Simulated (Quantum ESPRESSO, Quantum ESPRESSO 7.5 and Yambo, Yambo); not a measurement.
**P (puckered monolayer): G0W0 with Yambo, start to end**

Wanted: ground state, empty states, screening and self-energy for P (puckered monolayer).

Method: PBE and many-body steps on it, plane waves, in Quantum ESPRESSO 7.5 and Yambo 5.3.0.

**The experiments to reproduce.**

- Gap 1.7 eV: optical gap from reflectance; reflectance microscopy; 77 K; monolayer (“High Yield Growth and Doping of Black Phosphorus with Tunable Electronic Properties”, 2020, arxiv:2007.09381).

- Gap 1 eV: monolayer transport gap from transistor characteristics; field-effect transistor transfer characteristics; monolayer (quoted in “Exceptional and Anisotropic Transport Properties of Photocarriers in Black Phosphorus”, 2015, arxiv:1503.08525).

- Gap 2.2 eV: quasiparticle gap; monolayer (quoted in “Experimental evidence of monolayer arsenene: An exotic two-dimensional semiconducting material”, 2018, arxiv:1812.05978).

- Gap 1.67 eV: optical gap of monolayer from PL emission peak; photoluminescence; 300 K; monolayer (exfoliated monolayer) (“Infrared fingerprints of few-layer black phosphorus”, 2016, arxiv:1607.08049).

- Gap 2.102 ± 0.015 eV: optical gap, neutral exciton PL emission energy (mean over flakes); low-temperature micro-photoluminescence; monolayer (exfoliated flakes on Si with about 2 nm native oxide) on Si (“Excitons in atomically thin black phosphorus”, 2016, arxiv:1601.01110).

This is a selection; 2 further reports are not listed.

### 1. The structure

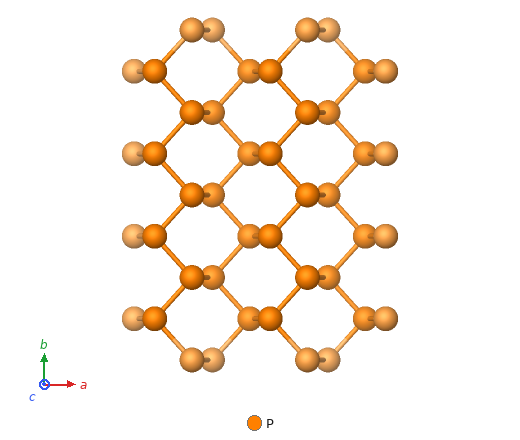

The starting structure, seen from above (phosphorus orange). 2×3×1 cells are drawn. Some periodic images of atoms are drawn too.

The cell holds 4 atoms: 4 P. Its edges and angles: a = 4.627 Å, b = 3.304 Å, c = 14.000 Å, α = 90.0°, β = 90.0°, γ = 90.0°. Vacuum lies along c.

The structure was relaxed with PBE. The runs that relaxed it are not among those shown.

### 2. Ground state

This step: Quantum ESPRESSO 7.5; DFT, PBE, plane waves, norm-conserving pseudopotentials.

The ground-state density comes first.

File pw.in:

```
&control
  calculation = 'scf'
  prefix = 'x'
  outdir = 'o'
  pseudo_dir = 'pseudo'
/
&system
  ibrav = 0
  nat = 4
  ntyp = 1
  ecutwfc = 36.0
  nbnd = 16
  force_symmorphic = .true.
/
&electrons
  conv_thr = 1e-10
  electron_maxstep = 80
  mixing_beta = 0.5
/
ATOMIC_SPECIES
  P 30.974 P.upf
CELL_PARAMETERS angstrom
  4.6271599610 0.0000000000 0.0000000000
  0.0000000000 3.3043513570 0.0000000000
  0.0000000000 0.0000000000 14.0000000000
ATOMIC_POSITIONS crystal
  P 0.0887696193 0.0000000000 0.5752654040
  P 0.4112303807 0.5000000000 0.5752654040
  P 0.5887696193 0.5000000000 0.4247346300
  P 0.9112303807 0.0000000000 0.4247346300
K_POINTS automatic
  8 10 1 0 0 0
```

On the command line:

```
OMP_NUM_THREADS=1 mpirun -n 8 pw.x -nk 8 -in pw.in > pw.out
```

Output:

```text
Program PWSCF v.7.5 starts

     This program is part of the open-source Quantum ESPRESSO suite
     for quantum simulation of materials; please cite
         "P. Giannozzi et al., J. Phys.:Condens. Matter 21 395502 (2009);
         "P. Giannozzi et al., J. Phys.:Condens. Matter 29 465901 (2017);
         "P. Giannozzi et al., J. Chem. Phys. 152 154105 (2020);
     in publications or presentations arising from this work. More details at
     Message from routine setup:
     using ibrav=0 with symmetry is DISCOURAGED, use correct ibrav instead

     G-vector sticks info

     bravais-lattice index     =            0
     lattice parameter (alat)  =       8.7441  a.u.
     unit-cell volume          =    1444.5260 (a.u.)^3
     number of atoms/cell      =            4
     number of atomic types    =            1
     number of electrons       =        20.00
     number of Kohn-Sham states=           16
     kinetic-energy cutoff     =      36.0000  Ry
     charge density cutoff     =     144.0000  Ry
     scf convergence threshold =      1.0E-10
     mixing beta               =       0.5000
     number of iterations used =            8  plain     mixing
     Exchange-correlation= PBE
                           (   1   4   3   4   0   0   0)

     celldm(1)=   8.744065  celldm(2)=   0.000000  celldm(3)=   0.000000
     celldm(4)=   0.000000  celldm(5)=   0.000000  celldm(6)=   0.000000

     crystal axes: (cart. coord. in units of alat)
               a(1) = (   1.000000   0.000000   0.000000 )
               a(2) = (   0.000000   0.714121   0.000000 )
               a(3) = (   0.000000   0.000000   3.025614 )

     reciprocal axes: (cart. coord. in units 2 pi/alat)
               b(1) = (  1.000000  0.000000  0.000000 )
               b(2) = (  0.000000  1.400323  0.000000 )
               b(3) = (  0.000000  0.000000  0.330511 )
     Pseudo is Norm-conserving + core correction, Zval =  5.0
     Generated using ONCVPSP code by D. R. Hamann
     Using radial grid of 1298 points,  6 beta functions with:
     P                 5.00    30.97400     P ( 1.00)

      4 Sym. Ops., with inversion, found

   Cartesian axes

     site n.     atom                  positions (alat units)
         1        P      tau(   1) = (   0.0887696   0.0000000   1.7405311  )
         2        P      tau(   2) = (   0.4112304   0.3570604   1.7405311  )
         3        P      tau(   3) = (   0.5887696   0.3570604   1.2850830  )
         4        P      tau(   4) = (   0.9112304   0.0000000   1.2850830  )

     number of k points=    30
                       cart. coord. in units 2pi/alat
        k(    1) = (   0.0000000   0.0000000   0.0000000), wk =   0.0250000
        k(    2) = (   0.0000000   0.1400323   0.0000000), wk =   0.0500000
        k(    3) = (   0.0000000   0.2800646   0.0000000), wk =   0.0500000
        k(    4) = (   0.0000000   0.4200970   0.0000000), wk =   0.0500000
        k(    5) = (   0.0000000   0.5601293   0.0000000), wk =   0.0500000
        k(    6) = (   0.0000000  -0.7001616   0.0000000), wk =   0.0250000
        k(    7) = (   0.1250000   0.0000000   0.0000000), wk =   0.0500000
        k(    8) = (   0.1250000   0.1400323   0.0000000), wk =   0.1000000
        k(    9) = (   0.1250000   0.2800646   0.0000000), wk =   0.1000000
        k(   10) = (   0.1250000   0.4200970   0.0000000), wk =   0.1000000
     [... 18 further rows ...]
        k(   29) = (  -0.5000000   0.5601293   0.0000000), wk =   0.0500000
        k(   30) = (  -0.5000000  -0.7001616   0.0000000), wk =   0.0250000

     Dense  grid:    42135 G-vectors     FFT dimensions: (  36,  24, 108)

     Initial potential from superposition of free atoms

     starting charge      19.9994, renormalised to      20.0000
     Starting wfcs are   16 randomized atomic wfcs

     per-process dynamical memory:    35.7 Mb

     Self-consistent Calculation

     iteration #  1     ecut=    36.00 Ry     beta= 0.50

     Threshold (ethr) on eigenvalues was too large:
     Diagonalizing with lowered threshold

     total energy              =     -55.39353951 Ry
     estimated scf accuracy    <       0.06360606 Ry

     iteration #  2     ecut=    36.00 Ry     beta= 0.50

     total energy              =     -55.39341003 Ry
     estimated scf accuracy    <       0.01166156 Ry

     iteration #  3     ecut=    36.00 Ry     beta= 0.50

     total energy              =     -55.39401512 Ry
     estimated scf accuracy    <       0.00022958 Ry

     iteration #  4     ecut=    36.00 Ry     beta= 0.50

     total energy              =     -55.39410088 Ry
     estimated scf accuracy    <       0.00002297 Ry

     iteration #  5     ecut=    36.00 Ry     beta= 0.50

     total energy              =     -55.39410487 Ry
     estimated scf accuracy    <       0.00000171 Ry

     iteration #  6     ecut=    36.00 Ry     beta= 0.50

     total energy              =     -55.39410532 Ry
     estimated scf accuracy    <       0.00000011 Ry

     iteration #  7     ecut=    36.00 Ry     beta= 0.50

     total energy              =     -55.39410536 Ry
     estimated scf accuracy    <       0.00000002 Ry

     iteration #  8     ecut=    36.00 Ry     beta= 0.50

     total energy              =     -55.39410537 Ry
     estimated scf accuracy    <          8.5E-10 Ry

     iteration #  9     ecut=    36.00 Ry     beta= 0.50

     total energy              =     -55.39410537 Ry
     estimated scf accuracy    <          1.2E-10 Ry

     iteration # 10     ecut=    36.00 Ry     beta= 0.50

     End of self-consistent calculation

          k = 0.0000 0.0000 0.0000 (  5269 PWs)   bands (ev):

   -15.6602 -13.2036  -9.9048  -6.3707  -5.4491  -5.2021  -4.0400  -2.4635
    -2.3761  -0.7382   0.1694   0.9047   1.9161   2.5506   3.7418   3.7988

          k = 0.0000 0.1400 0.0000 (  5272 PWs)   bands (ev):

   -15.5418 -13.0798  -9.9528  -6.2815  -5.5568  -5.0979  -4.6857  -3.1109
    -2.3315  -0.7626   0.2799   1.8741   1.9288   2.8067   3.8741   3.9060

          k = 0.0000 0.2801 0.0000 (  5258 PWs)   bands (ev):

   -15.1890 -12.7095 -10.1976  -6.2147  -6.0304  -5.6813  -4.7943  -3.7875
    -2.2775  -0.9587   0.6014   0.8984   3.2587   3.3621   3.8844   4.2675

          k = 0.0000 0.4201 0.0000 (  5264 PWs)   bands (ev):

     [... further k-points ...]

     highest occupied, lowest unoccupied level (ev):    -0.7382    0.1694

!    total energy              =     -55.39410537 Ry
     estimated scf accuracy    <          6.3E-11 Ry

     The total energy is the sum of the following terms:
     one-electron contribution =    -191.91508242 Ry
     hartree contribution      =      99.77041264 Ry
     xc contribution           =     -16.31287725 Ry
     ewald contribution        =      53.06344167 Ry

     convergence has been achieved in  10 iterations

     XML data file, charge density, pseudopotentials, collected wavefunctions

=------------------------------------------------------------------------------=
   JOB DONE.
=------------------------------------------------------------------------------=
```

Elapsed: 7.8 s, on 8 MPI ranks of Arm Neoverse V1, shared host; peak memory 0.62 GiB.

This step gave:

```yaml
total_energy: -753.6752 eV
gap: 0.9076 eV
k_of_the_valence_top: 0, 0, 0
k_of_the_conduction_bottom: 0, 0, 0
least_direct_gap: 0.9076 eV
```

The gap is direct, at Γ.

### 3. Bands along the symmetry lines

The cheap functional maps the bands first; the places of the edges decide which points the dearer methods must see.

File pw.in:

```
&control
  calculation = 'bands'
  prefix = 'x'
  outdir = 'o'
  pseudo_dir = 'pseudo'
/
&system
  ibrav = 0
  nat = 4
  ntyp = 1
  ecutwfc = 36.0
  nbnd = 16
  force_symmorphic = .true.
/
&electrons
  conv_thr = 1e-9
  electron_maxstep = 80
  diago_full_acc = .true.
  diago_thr_init = 5e-6
/
ATOMIC_SPECIES
  P 30.974 P.upf
CELL_PARAMETERS angstrom
  4.6271599610 0.0000000000 0.0000000000
  0.0000000000 3.3043513570 0.0000000000
  0.0000000000 0.0000000000 14.0000000000
ATOMIC_POSITIONS crystal
  P 0.0887696193 0.0000000000 0.5752654040
  P 0.4112303807 0.5000000000 0.5752654040
  P 0.5887696193 0.5000000000 0.4247346300
  P 0.9112303807 0.0000000000 0.4247346300
K_POINTS crystal
  33
  0.00000000 0.00000000 0.00000000 1
  0.06250000 0.00000000 0.00000000 1
  0.12500000 0.00000000 0.00000000 1
  0.18750000 0.00000000 0.00000000 1
  0.25000000 0.00000000 0.00000000 1
  0.31250000 0.00000000 0.00000000 1
  0.37500000 0.00000000 0.00000000 1
  0.43750000 0.00000000 0.00000000 1
  0.50000000 0.00000000 0.00000000 1
  0.50000000 0.06250000 0.00000000 1
  0.50000000 0.12500000 0.00000000 1
  0.50000000 0.18750000 0.00000000 1
  0.50000000 0.25000000 0.00000000 1
  0.50000000 0.31250000 0.00000000 1
  0.50000000 0.37500000 0.00000000 1
  0.50000000 0.43750000 0.00000000 1
  0.50000000 0.50000000 0.00000000 1
  0.43750000 0.50000000 0.00000000 1
  0.37500000 0.50000000 0.00000000 1
  0.31250000 0.50000000 0.00000000 1
  0.25000000 0.50000000 0.00000000 1
  0.18750000 0.50000000 0.00000000 1
  0.12500000 0.50000000 0.00000000 1
  0.06250000 0.50000000 0.00000000 1
  0.00000000 0.50000000 0.00000000 1
  0.00000000 0.43750000 0.00000000 1
  0.00000000 0.37500000 0.00000000 1
  0.00000000 0.31250000 0.00000000 1
  0.00000000 0.25000000 0.00000000 1
  0.00000000 0.18750000 0.00000000 1
  0.00000000 0.12500000 0.00000000 1
  0.00000000 0.06250000 0.00000000 1
  0.00000000 0.00000000 0.00000000 1
```

Output:

```text
[banner, memory and clock lines left out]
Program PWSCF v.7.5 starts

     Atomic positions and unit cell read from directory:
     o/x.save/

     Message from routine setup:
     using ibrav=0 with symmetry is DISCOURAGED, use correct ibrav instead

     G-vector sticks info

     bravais-lattice index     =            0
     lattice parameter (alat)  =       8.7441  a.u.
     unit-cell volume          =    1444.5260 (a.u.)^3
     number of atoms/cell      =            4
     number of atomic types    =            1
     number of electrons       =        20.00
     number of Kohn-Sham states=           16
     kinetic-energy cutoff     =      36.0000  Ry
     charge density cutoff     =     144.0000  Ry
     Exchange-correlation= PBE
                           (   1   4   3   4   0   0   0)

     celldm(1)=   8.744065  celldm(2)=   0.000000  celldm(3)=   0.000000
     celldm(4)=   0.000000  celldm(5)=   0.000000  celldm(6)=   0.000000

     crystal axes: (cart. coord. in units of alat)
               a(1) = (   1.000000   0.000000   0.000000 )
               a(2) = (   0.000000   0.714121   0.000000 )
               a(3) = (   0.000000   0.000000   3.025614 )

     reciprocal axes: (cart. coord. in units 2 pi/alat)
               b(1) = (  1.000000  0.000000  0.000000 )
               b(2) = (  0.000000  1.400323  0.000000 )
               b(3) = (  0.000000  0.000000  0.330511 )
     Pseudo is Norm-conserving + core correction, Zval =  5.0
     Generated using ONCVPSP code by D. R. Hamann
     Using radial grid of 1298 points,  6 beta functions with:
     P                 5.00    30.97400     P ( 1.00)

      4 Sym. Ops., with inversion, found

   Cartesian axes

     site n.     atom                  positions (alat units)
         1        P      tau(   1) = (   0.0887696   0.0000000   1.7405311  )
         2        P      tau(   2) = (   0.4112304   0.3570604   1.7405311  )
         3        P      tau(   3) = (   0.5887696   0.3570604   1.2850830  )
         4        P      tau(   4) = (   0.9112304   0.0000000   1.2850830  )

     number of k points=    33
                       cart. coord. in units 2pi/alat
        k(    1) = (   0.0000000   0.0000000   0.0000000), wk =   0.0606061
        k(    2) = (   0.0625000   0.0000000   0.0000000), wk =   0.0606061
        k(    3) = (   0.1250000   0.0000000   0.0000000), wk =   0.0606061
[...]
[... 21 further rows ...]
        k(   32) = (   0.0000000   0.0875202   0.0000000), wk =   0.0606061
        k(   33) = (   0.0000000   0.0000000   0.0000000), wk =   0.0606061

     Dense  grid:    42135 G-vectors     FFT dimensions: (  36,  24, 108)

     The potential is recalculated from file :
     o/x.save/charge-density

     Starting wfcs are   16 randomized atomic wfcs

     Band Structure Calculation

     End of band structure calculation

          k = 0.0000 0.0000 0.0000 (  5269 PWs)   bands (ev):

   -15.6601 -13.2036  -9.9047  -6.3707  -5.4491  -5.2020  -4.0400  -2.4635
    -2.3760  -0.7381   0.1695   0.9047   1.9161   2.5507   3.7418   3.7988

          k = 0.0625 0.0000 0.0000 (  5257 PWs)   bands (ev):

   -15.6414 -13.2302  -9.9112  -6.5143  -5.3576  -5.1214  -4.0255  -2.4769
[...]
k = 0.1250 0.0000 0.0000 (  5241 PWs)   bands (ev):

[...]
k = 0.0000 0.0875 0.0000 (  5252 PWs)   bands (ev):

[...]
k = 0.0000 0.0000 0.0000 (  5269 PWs)   bands (ev):

   -15.6601 -13.2036  -9.9047  -6.3707  -5.4491  -5.2020  -4.0400  -2.4635
    -2.3760  -0.7381   0.1695   0.9047   1.9161   2.5507   3.7418   3.7988

     XML data file, pseudopotentials, collected wavefunctions
```

Wall time 3.7 s (8 MPI ranks); peak memory 0.5 GiB; 29 s of CPU time.

This step gave:

```yaml
gap: 0.9076 eV
k_of_the_valence_top: 0, 0, 0
k_of_the_conduction_bottom: 0, 0, 0
least_direct_gap: 0.9076 eV
```

The gap is 0.908 eV, as in the run before at this level.

The electronic bands at the labelled points (eV, zero at the top of the highest filled band):

```
point  band 7  band 8  band 9  band 10  band 11  band 12  band 13  band 14
    Γ   -3.30   -1.73   -1.64     0.00     0.91     1.64     2.65     3.29
    X   -2.51   -2.51   -1.26    -1.26     2.08     2.08     3.63     3.63
    S   -4.55   -4.55   -1.10    -1.10     2.39     2.39     3.80     3.80
    Y   -2.69   -2.69   -1.93    -1.93     1.23     1.23     2.17     2.17
    Γ   -3.30   -1.73   -1.64     0.00     0.91     1.64     2.65     3.29
```

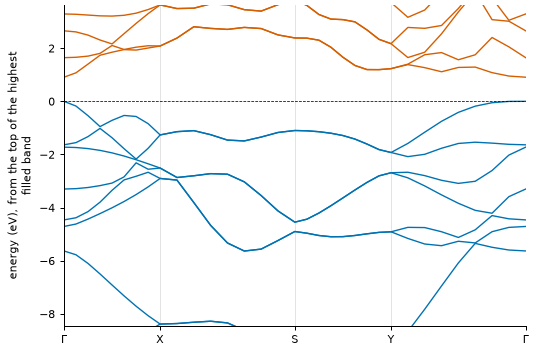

Electronic bands along the path; lines of filled and empty bands in two colours.

### 4. Empty states on the mesh, 6×8×1 mesh, 425 bands

The sums over transitions need many empty states on a uniform mesh; this step solves for them.

File pw.in:

```
&control
  calculation = 'nscf'
  prefix = 'x'
  outdir = 'o'
  pseudo_dir = 'pseudo'
/
&system
  ibrav = 0
  nat = 4
  ntyp = 1
  ecutwfc = 36.0
  nbnd = 425
  force_symmorphic = .true.
/
&electrons
  conv_thr = 1e-9
  electron_maxstep = 80
  diago_full_acc = .true.
  diago_thr_init = 5e-6
/
ATOMIC_SPECIES
  P 30.974 P.upf
CELL_PARAMETERS angstrom
  4.6271599610 0.0000000000 0.0000000000
  0.0000000000 3.3043513570 0.0000000000
  0.0000000000 0.0000000000 14.0000000000
ATOMIC_POSITIONS crystal
  P 0.0887696193 0.0000000000 0.5752654040
  P 0.4112303807 0.5000000000 0.5752654040
  P 0.5887696193 0.5000000000 0.4247346300
  P 0.9112303807 0.0000000000 0.4247346300
K_POINTS automatic
  6 8 1 0 0 0
```

On the command line:

```
OMP_NUM_THREADS=1 mpirun -n 8 pw.x -nk 4 -in pw.in > pw.out
```

Output:

```text
[banner, memory and clock lines left out]
Program PWSCF v.7.5 starts

     Atomic positions and unit cell read from directory:
     o/x.save/

     Message from routine setup:
     using ibrav=0 with symmetry is DISCOURAGED, use correct ibrav instead

     bravais-lattice index     =            0
     lattice parameter (alat)  =       8.7441  a.u.
     unit-cell volume          =    1444.5260 (a.u.)^3
     number of atoms/cell      =            4
     number of atomic types    =            1
     number of electrons       =        20.00
     number of Kohn-Sham states=          425
     kinetic-energy cutoff     =      36.0000  Ry
     charge density cutoff     =     144.0000  Ry
     Exchange-correlation= PBE
                           (   1   4   3   4   0   0   0)

     celldm(1)=   8.744065  celldm(2)=   0.000000  celldm(3)=   0.000000
     celldm(4)=   0.000000  celldm(5)=   0.000000  celldm(6)=   0.000000

     crystal axes: (cart. coord. in units of alat)
               a(1) = (   1.000000   0.000000   0.000000 )
               a(2) = (   0.000000   0.714121   0.000000 )
               a(3) = (   0.000000   0.000000   3.025614 )

     reciprocal axes: (cart. coord. in units 2 pi/alat)
               b(1) = (  1.000000  0.000000  0.000000 )
               b(2) = (  0.000000  1.400323  0.000000 )
               b(3) = (  0.000000  0.000000  0.330511 )
     Pseudo is Norm-conserving + core correction, Zval =  5.0
     Generated using ONCVPSP code by D. R. Hamann
     Using radial grid of 1298 points,  6 beta functions with:
     P                 5.00    30.97400     P ( 1.00)

      4 Sym. Ops., with inversion, found

   Cartesian axes

     site n.     atom                  positions (alat units)
         1        P      tau(   1) = (   0.0887696   0.0000000   1.7405311  )
         2        P      tau(   2) = (   0.4112304   0.3570604   1.7405311  )
         3        P      tau(   3) = (   0.5887696   0.3570604   1.2850830  )
         4        P      tau(   4) = (   0.9112304   0.0000000   1.2850830  )

     number of k points=    20
                       cart. coord. in units 2pi/alat
        k(    1) = (   0.0000000   0.0000000   0.0000000), wk =   0.0416667
        k(    2) = (   0.0000000   0.1750404   0.0000000), wk =   0.0833333
        k(    3) = (   0.0000000   0.3500808   0.0000000), wk =   0.0833333
[...]
[... 8 further rows ...]
        k(   19) = (  -0.5000000   0.5251212   0.0000000), wk =   0.0833333
        k(   20) = (  -0.5000000  -0.7001616   0.0000000), wk =   0.0416667

     Dense  grid:    42135 G-vectors     FFT dimensions: (  36,  24, 108)

     The potential is recalculated from file :
     o/x.save/charge-density

     Starting wfcs are   16 randomized atomic wfcs +  409 random wfcs

     Band Structure Calculation

     End of band structure calculation

          k = 0.0000 0.0000 0.0000 (  5269 PWs)   bands (ev):

   -15.6601 -13.2036  -9.9047  -6.3707  -5.4491  -5.2020  -4.0400  -2.4635
    -2.3760  -0.7381   0.1695   0.9047   1.9161   2.5507   3.7418   3.7988
     5.2578   5.6338   5.7822   6.2375   6.3131   7.1976   7.3708   8.5129
[...]
[... 42 further rows ...]
[...]
87.0392

          k = 0.0000 0.1750 0.0000 (  5272 PWs)   bands (ev):

[...]
[... 42 further rows ...]
[...]
86.5033

          k = 0.0000 0.3501 0.0000 (  5250 PWs)   bands (ev):

[...]
23.6352  23.8821  24.0203  24.1091  24.8635  24.9291  25.2592  25.3930
     [... 42 further rows ...]
    85.8226  85.8694  86.2272  86.4670  86.4826  86.6822  86.8770  86.9707
    87.0437

          k = 0.0000 0.5251 0.0000 (  5304 PWs)   bands (ev):

     [... further k-points ...]

     highest occupied, lowest unoccupied level (ev):    -0.7381    0.1695

     XML data file, pseudopotentials, collected wavefunctions
```

Wall time 2.1 min (8 MPI ranks); peak memory 1.3 GiB.

Numbers from this step:

```
gap                                                           : 0.9076 eV
k of the valence top                                          : 0, 0, 0
k of the conduction bottom                                    : 0, 0, 0
least direct gap                                              : 0.9076 eV
k points computed                                             : 20
lowest point of the top converged band, above the valence top : 87.2414 eV
```

On this mesh the gap is 0.908 eV.

(Part 1 of 2 ends here.)

[Paths, hosts, dates, memory and timing lines, banners, echoed tables and standing remarks are left out of the program output.]

[Logs are printed without paths, hosts, clocks, repeated set-up lines and the standing remarks that a program may print on its own settings, such as how far it seeks lower states.]

[Runs of the session that timed out or met a known fault of the program may be left out.]

[Hosts, paths, dates, database ids (printed as entryN), source tags and the programs' standing remarks are cut or masked in the printed files.]
